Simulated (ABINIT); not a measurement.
# Geometry relaxation of Cu3N (part 1 of 2)

Cu3N (Pm-3m, 4 atoms in the cell), computed with Kohn-Sham DFT of a periodic cell, PBE, PseudoDojo NC SR PBE v0.4.1 standard, no spin polarisation (ABINIT 10.8.3).

The structure was built on a prototype by a generator; it need not be a known phase.

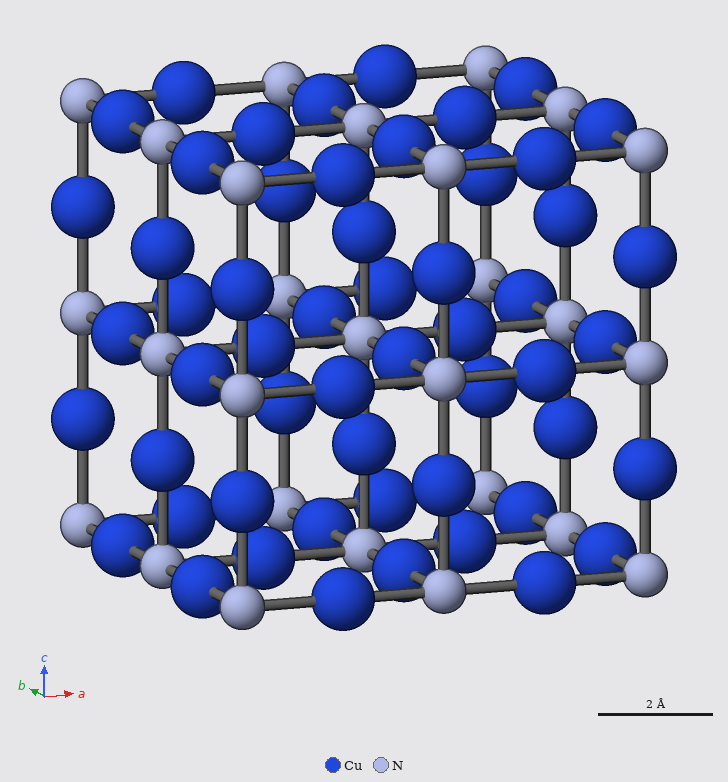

**Figure 1.** The input geometry (ball-and-stick view of the cell of the calculation, repeated 2 × 2 × 2, seen slightly off an axis).

**Input**
```
# Pseudopotentials
pp_dirpath "./"
pseudos "Cu.upf, N.upf"

# Structure
acell 3*1.0
rprim
     7.2187537961     0.0000000000     0.0000000000
     0.0000000000     7.2187537961     0.0000000000
     0.0000000000     0.0000000000     7.2187537961
ntypat 2
znucl 29 7
natom 4
typat 1 1 1 2
xred
     0.5000000000     0.0000000000     0.0000000000
     0.0000000000     0.5000000000     0.0000000000
     0.0000000000     0.0000000000     0.5000000000
     0.0000000000     0.0000000000     0.0000000000
chkprim 0
chksymtnons 0
tolsym 1.0e-6

# Plane-wave basis
ecut 46.0

# k points
kptopt 1
ngkpt 8 8 8
nshiftk 1
shiftk 0.0 0.0 0.0

# Exchange and correlation
ixc 11

# Bands and occupations
nband 38
occopt 3
tsmear 0.05 eV

# SCF cycle
nstep 100
tolvrs 1.0e-10

# Output
iomode 3
prtwf 0
prtden 0
prteig 0
prtebands 0
enunit 2

# Relaxation
ionmov 2
ntime 60
tolmxf 5.0e-5
optcell 2
dilatmx 1.08
ecutsm 0.5
```

Run on 1 thread of AMD EPYC (Zen 3), 192 GiB of memory available, shared host.

Launch command:
```bash
abinit run.abi > log 2>&1
```

**The program's output**
```
.Version 10.8.3 of ABINIT
 Symmetries : space group Pm -3 m (#221); Bravais cP (primitive cubic)
================================================================================
 Values of the parameters that define the memory need of the present run
     intxc =       0    ionmov =       2      iscf =       7    lmnmax =       6
     lnmax =       6     mgfft =      48  mpssoang =       3    mqgrid =    3001
     natom =       4  nloc_mem =       1    nspden =       1   nspinor =       1
    nsppol =       1      nsym =      48    n1xccc =    2501    ntypat =       2
    occopt =       3   xclevel =       2
       mpw =        7084          nfft =      110592          nkpt =          35
================================================================================
================================================================================

--------------------------------------------------------------------------------
------------- Echo of variables that govern the present computation ------------
--------------------------------------------------------------------------------
 -outvars: echo values of preprocessed input variables --------
            acell      1.0000000000E+00  1.0000000000E+00  1.0000000000E+00 Bohr
              amu      6.35460000E+01  1.40067400E+01
          chkprim           0
      chksymtnons           0
          dilatmx      1.08000000E+00
             ecut      4.60000000E+01 Hartree
           ecutsm      5.00000000E-01 Hartree
           enunit           2
           ionmov           2
              ixc          11
         kptrlatt        8    0    0      0    8    0      0    0    8
          kptrlen      5.77500304E+01
            natom           4
            nband          38
            ngfft          48      48      48
             nkpt          35
            nstep         100
             nsym          48
            ntime          60
           ntypat           2
           occopt           3
          optcell           2
           prtden           0
        prtebands           0
           prteig           0
            prtwf           0
            rprim      7.2187537961E+00  0.0000000000E+00  0.0000000000E+00
                       0.0000000000E+00  7.2187537961E+00  0.0000000000E+00
                       0.0000000000E+00  0.0000000000E+00  7.2187537961E+00
          spgroup         221
           tolsym      1.00000000E-06
           tolvrs      1.00000000E-10
           tsmear      1.83746611E-03 Hartree
            typat      1  1  1  2
           xangst      1.9099999987E+00  0.0000000000E+00  0.0000000000E+00
                       0.0000000000E+00  1.9099999987E+00  0.0000000000E+00
                       0.0000000000E+00  0.0000000000E+00  1.9099999987E+00
                       0.0000000000E+00  0.0000000000E+00  0.0000000000E+00
            xcart      3.6093768981E+00  0.0000000000E+00  0.0000000000E+00
                       0.0000000000E+00  3.6093768981E+00  0.0000000000E+00
                       0.0000000000E+00  0.0000000000E+00  3.6093768981E+00
                       0.0000000000E+00  0.0000000000E+00  0.0000000000E+00
             xred      5.0000000000E-01  0.0000000000E+00  0.0000000000E+00
                       0.0000000000E+00  5.0000000000E-01  0.0000000000E+00
                       0.0000000000E+00  0.0000000000E+00  5.0000000000E-01
                       0.0000000000E+00  0.0000000000E+00  0.0000000000E+00
            znucl       29.00000    7.00000

================================================================================

 chkinp: Checking input parameters for consistency.

================================================================================
== DATASET  1 ==================================================================

--- !DatasetInfo
iteration_state: {dtset: 1, }
dimensions: {natom: 4, nkpt: 35, mband: 38, nsppol: 1, nspinor: 1, nspden: 1, mpw: 7084, }
cutoff_energies: {ecut:  46.0, pawecutdg:  -1.0, }
electrons: {nelect:   6.20000000E+01, charge:   0.00000000E+00, occopt:   3.00000000E+00, tsmear:   1.83746611E-03, }
meta: {optdriver: 0, ionmov: 2, optcell: 2, iscf: 7, paral_kgb: 0, }
...

 Exchange-correlation functional for the present dataset will be:
  GGA: Perdew-Burke-Ernzerhof functional - ixc=11
  J.P.Perdew, K.Burke, M.Ernzerhof, PRL 77, 3865 (1996)

 Real(R)+Recip(G) space primitive vectors, cartesian coordinates (Bohr,Bohr^-1):
 R(1)=  7.2187538  0.0000000  0.0000000  G(1)=  0.1385281  0.0000000  0.0000000
 R(2)=  0.0000000  7.2187538  0.0000000  G(2)=  0.0000000  0.1385281  0.0000000
 R(3)=  0.0000000  0.0000000  7.2187538  G(3)=  0.0000000  0.0000000  0.1385281
 Unit cell volume ucvol=  3.7617219E+02 bohr^3
 Angles (23,13,12)=  9.00000000E+01  9.00000000E+01  9.00000000E+01 degrees

 getcut: wavevector=  0.0000  0.0000  0.0000  ngfft=  48  48  48
         ecut(hartree)=     53.654   => boxcut(ratio)=   2.01656

--- Pseudopotential description ------------------------------------------------
- pspini: atom type   1  psp file is ./Cu.upf
12 -101130 2 -1 1492                          pspcod,pspxc,lmax,lloc,mmax
     nproj     2     2     2

- pspini: atom type   2  psp file is ./N.upf
12 -101130 1 -1 1058                          pspcod,pspxc,lmax,lloc,mmax
     nproj     2     2     0

   4.35189394E+03                                ecore*ucvol(ha*bohr**3)
--------------------------------------------------------------------------------

================================================================================

=== [ionmov= 2] Broyden-Fletcher-Goldfarb-Shanno method (forces)
================================================================================

--- Iteration: ( 1/60) Internal Cycle: (1/1)
--------------------------------------------------------------------------------

---SELF-CONSISTENT-FIELD CONVERGENCE--------------------------------------------

--- !BeginCycle
iteration_state: {dtset: 1, itime: 1, icycle: 1, }
solver: {iscf: 7, nstep: 100, nline: 4, wfoptalg: 0, }
tolerances: {tolvrs: 1.00E-10, }
...

     iter   Etot(hartree)      deltaE(h)  residm     vres2
 ETOT  1  -575.03897286730    -5.750E+02 4.452E-01 8.162E+03
 ETOT  2  -574.40249322601     6.365E-01 1.828E-01 2.131E+04
 ETOT  3  -578.70131579368    -4.299E+00 5.662E-01 2.028E+03
 ETOT  4  -578.94725637255    -2.459E-01 1.842E-02 9.571E+02
 ETOT  5  -579.06627256926    -1.190E-01 1.007E-02 4.408E+02
 ETOT  6  -579.11829336320    -5.202E-02 2.859E-03 2.064E+02
 ETOT  7  -579.15472371422    -3.643E-02 1.522E-03 3.336E+01
 ETOT  8  -579.16247288612    -7.749E-03 9.944E-04 1.205E-01
 ETOT  9  -579.16249152101    -1.863E-05 4.454E-04 4.430E-02
 ETOT 10  -579.16250167614    -1.016E-05 1.262E-04 9.352E-04
 ETOT 11  -579.16250188541    -2.093E-07 6.955E-05 4.853E-07
 ETOT 12  -579.16250188547    -5.878E-11 2.935E-05 5.951E-07
 ETOT 13  -579.16250188568    -2.087E-10 2.410E-05 2.960E-09
 ETOT 14  -579.16250188566     2.285E-11 2.006E-05 6.348E-11

 At SCF step   14       vres2   =  6.35E-11 < tolvrs=  1.00E-10 =>converged.

 Cartesian components of stress tensor (hartree/bohr^3)
  sigma(1 1)= -2.69283279E-05  sigma(3 2)=  0.00000000E+00
  sigma(2 2)= -2.69283279E-05  sigma(3 1)=  0.00000000E+00
  sigma(3 3)= -2.69283279E-05  sigma(2 1)=  0.00000000E+00

--- !ResultsGS
iteration_state: {dtset: 1, itime: 1, icycle: 1, }
comment   : Summary of ground state results
lattice_vectors:
- [  7.2187538,   0.0000000,   0.0000000, ]
- [  0.0000000,   7.2187538,   0.0000000, ]
- [  0.0000000,   0.0000000,   7.2187538, ]
lattice_lengths: [   7.21875,    7.21875,    7.21875, ]
lattice_angles: [ 90.000,  90.000,  90.000, ] # degrees, (23, 13, 12)
lattice_volume:   3.7617219E+02
convergence: {deltae:  2.285E-11, res2:  6.348E-11, residm:  2.006E-05, diffor: null, }
etotal    :  -5.79162502E+02
entropy   :   0.00000000E+00
fermie    :   2.40230338E-01
cartesian_stress_tensor: # hartree/bohr^3
- [ -2.69283279E-05,   0.00000000E+00,   0.00000000E+00, ]
- [  0.00000000E+00,  -2.69283279E-05,   0.00000000E+00, ]
- [  0.00000000E+00,   0.00000000E+00,  -2.69283279E-05, ]
pressure_GPa:   7.9226E-01
xred      :
- [  5.0000E-01,   0.0000E+00,   0.0000E+00, Cu]
- [  0.0000E+00,   5.0000E-01,   0.0000E+00, Cu]
- [  0.0000E+00,   0.0000E+00,   5.0000E-01, Cu]
- [  0.0000E+00,   0.0000E+00,   0.0000E+00,  N]
cartesian_forces: # hartree/bohr
- [ -0.00000000E+00,  -0.00000000E+00,  -0.00000000E+00, ]
- [ -0.00000000E+00,  -0.00000000E+00,  -0.00000000E+00, ]
- [ -0.00000000E+00,  -0.00000000E+00,  -0.00000000E+00, ]
- [ -0.00000000E+00,  -0.00000000E+00,  -0.00000000E+00, ]
force_length_stats: {min:   0.00000000E+00, max:   0.00000000E+00, mean:   0.00000000E+00, }
...

 Integrated electronic density in atomic spheres:
 ------------------------------------------------
 Atom  Sphere_radius  Integrated_density
    1        2.00000         17.36844753
    2        2.00000         17.36844753
    3        2.00000         17.36844753
    4        2.00000          5.37316840

---OUTPUT-----------------------------------------------------------------------

 Cartesian coordinates (xcart) [bohr]
  3.60937689805000E+00  0.00000000000000E+00  0.00000000000000E+00
  0.00000000000000E+00  3.60937689805000E+00  0.00000000000000E+00
  0.00000000000000E+00  0.00000000000000E+00  3.60937689805000E+00
  0.00000000000000E+00  0.00000000000000E+00  0.00000000000000E+00
 Reduced coordinates (xred)
  5.00000000000000E-01  0.00000000000000E+00  0.00000000000000E+00
  0.00000000000000E+00  5.00000000000000E-01  0.00000000000000E+00
  0.00000000000000E+00  0.00000000000000E+00  5.00000000000000E-01
  0.00000000000000E+00  0.00000000000000E+00  0.00000000000000E+00
 Cartesian forces (fcart) [Ha/bohr]; max,rms= 0.00000E+00 0.00000E+00 (free atoms)
 -0.00000000000000E+00 -0.00000000000000E+00 -0.00000000000000E+00
 -0.00000000000000E+00 -0.00000000000000E+00 -0.00000000000000E+00
 -0.00000000000000E+00 -0.00000000000000E+00 -0.00000000000000E+00
 -0.00000000000000E+00 -0.00000000000000E+00 -0.00000000000000E+00
 Gradient of E wrt nuclear positions in reduced coordinates (gred)
  0.00000000000000E+00  0.00000000000000E+00  0.00000000000000E+00
  0.00000000000000E+00  0.00000000000000E+00  0.00000000000000E+00
  0.00000000000000E+00  0.00000000000000E+00  0.00000000000000E+00
  0.00000000000000E+00  0.00000000000000E+00  0.00000000000000E+00
 Scale of Primitive Cell (acell) [bohr]
  1.00000000000000E+00  1.00000000000000E+00  1.00000000000000E+00
 Real space primitive translations (rprimd) [bohr]
  7.21875379610000E+00  0.00000000000000E+00  0.00000000000000E+00
  0.00000000000000E+00  7.21875379610000E+00  0.00000000000000E+00
  0.00000000000000E+00  0.00000000000000E+00  7.21875379610000E+00
 Unitary Cell Volume (ucvol) [Bohr^3]=  3.76172193790426E+02
 Angles (23,13,12)= [degrees]
  9.00000000000000E+01  9.00000000000000E+01  9.00000000000000E+01
 Lengths [Bohr]
  7.21875379610000E+00  7.21875379610000E+00  7.21875379610000E+00
 Stress tensor in cartesian coordinates (strten) [Ha/bohr^3]
 -2.69283278519598E-05  0.00000000000000E+00  0.00000000000000E+00
  0.00000000000000E+00 -2.69283278519460E-05  0.00000000000000E+00
  0.00000000000000E+00  0.00000000000000E+00 -2.69283278519425E-05
 Total energy (etotal) [Ha]= -5.79162501885657E+02

--- Iteration: ( 2/60) Internal Cycle: (1/1)
--------------------------------------------------------------------------------

---SELF-CONSISTENT-FIELD CONVERGENCE--------------------------------------------

--- !BeginCycle
iteration_state: {dtset: 1, itime: 2, icycle: 1, }
solver: {iscf: 7, nstep: 100, nline: 4, wfoptalg: 0, }
tolerances: {tolvrs: 1.00E-10, }
...

     iter   Etot(hartree)      deltaE(h)  residm     vres2
 ETOT  1  -579.15508517459    -5.792E+02 2.218E-05 3.444E+01
 ETOT  2  -579.13740223805     1.768E-02 2.544E-05 8.198E+01
 ETOT  3  -579.16230762130    -2.491E-02 1.795E-04 9.198E-01
 ETOT  4  -579.16248652825    -1.789E-04 7.578E-06 2.850E-01
 ETOT  5  -579.16252161036    -3.508E-05 6.501E-06 5.497E-03
 ETOT  6  -579.16252192828    -3.179E-07 3.723E-06 1.430E-04
 ETOT  7  -579.16252193965    -1.137E-08 4.196E-06 3.489E-06
 ETOT  8  -579.16252193990    -2.493E-10 2.676E-06 6.059E-08
 ETOT  9  -579.16252193996    -6.298E-11 2.797E-06 2.153E-09
 ETOT 10  -579.16252193994     2.763E-11 1.859E-06 4.088E-11

 At SCF step   10       vres2   =  4.09E-11 < tolvrs=  1.00E-10 =>converged.

 Cartesian components of stress tensor (hartree/bohr^3)
  sigma(1 1)= -1.70754238E-05  sigma(3 2)=  0.00000000E+00
  sigma(2 2)= -1.70754238E-05  sigma(3 1)=  0.00000000E+00
  sigma(3 3)= -1.70754238E-05  sigma(2 1)=  0.00000000E+00
```
